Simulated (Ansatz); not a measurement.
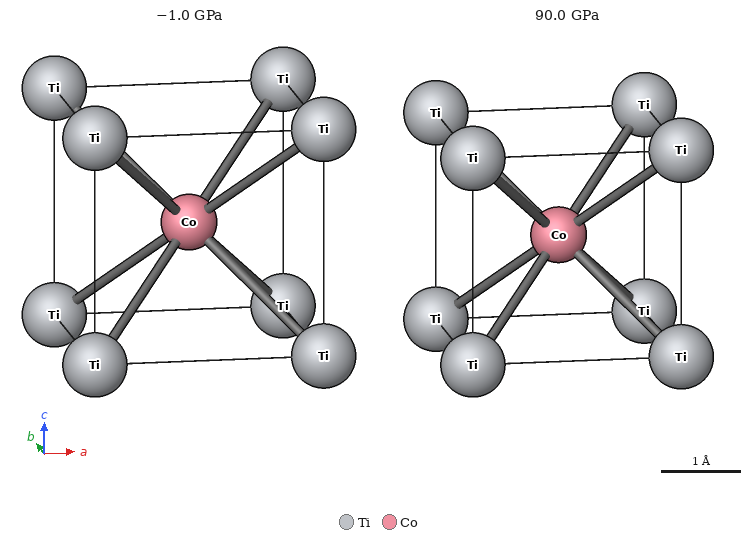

Crystalline TiCo (set up in Pm-3m), relaxed (cell and atoms) at several target pressures. The picture shows the first and the last member. The picture is a ball-and-stick view of the cell of the calculation, seen slightly off an axis.

Computed with Ansatz 0.2.0: DFT PBEsol, scalar-relativistic, plane waves, PAW. Set-up: plane-wave cutoff 420 eV; k-point mesh 14 × 14 × 14 at −1.0 to 25.0, 16 × 16 × 16 at 50.0 and 90.0 GPa; occupations gaussian; smearing width 0.1 eV; collinear spin; cell and atoms relaxed; force threshold 0.008 eV/Å.

```json
{"pressure (GPa)": "−1.0", "volume (Å³/atom)": "12.760", "a (Å)": "2.944"}
{"pressure (GPa)": "0.0", "volume (Å³/atom)": "12.687", "a (Å)": "2.939"}
{"pressure (GPa)": "1.0", "volume (Å³/atom)": "12.617", "a (Å)": "2.933"}
{"pressure (GPa)": "4.0", "volume (Å³/atom)": "12.421", "a (Å)": "2.918"}
{"pressure (GPa)": "12.0", "volume (Å³/atom)": "?", "a (Å)": "?"}
{"pressure (GPa)": "25.0", "volume (Å³/atom)": "11.390", "a (Å)": "2.835"}
{"pressure (GPa)": "50.0", "volume (Å³/atom)": "10.561", "a (Å)": "2.764"}
{"pressure (GPa)": "90.0", "volume (Å³/atom)": "9.648", "a (Å)": "2.682"}
```

### Estimate the missing row from the others, and compare with the calculation.

Murnaghan's form V = V₀(1 + B′P/B₀)^(−1/B′), with V₀ = 12.687 Å³ from the row at zero pressure, fits the other rows with B₀ = 188 GPa and B′ = 3.77 (largest miss 0.009 Å³). At 12.0 GPa it gives 12.687 × (1 + 3.77 × 12.0/188)^(−1/3.77) = 11.982 Å³ per atom. The calculation gives 11.971 Å³/atom (a = 2.882 Å). The estimate is 0.011 Å³/atom too high. From the first member to the last: Ti–Ti 2.944 → 2.682 Å, Co–Ti 2.550 → 2.323 Å.

The whole series:

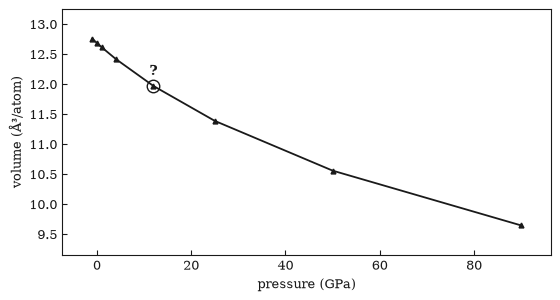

The cells carry a magnetic moment (0.7 to 0.0 μB per cell in all, first to last member); only the order that this cell allows was tried.
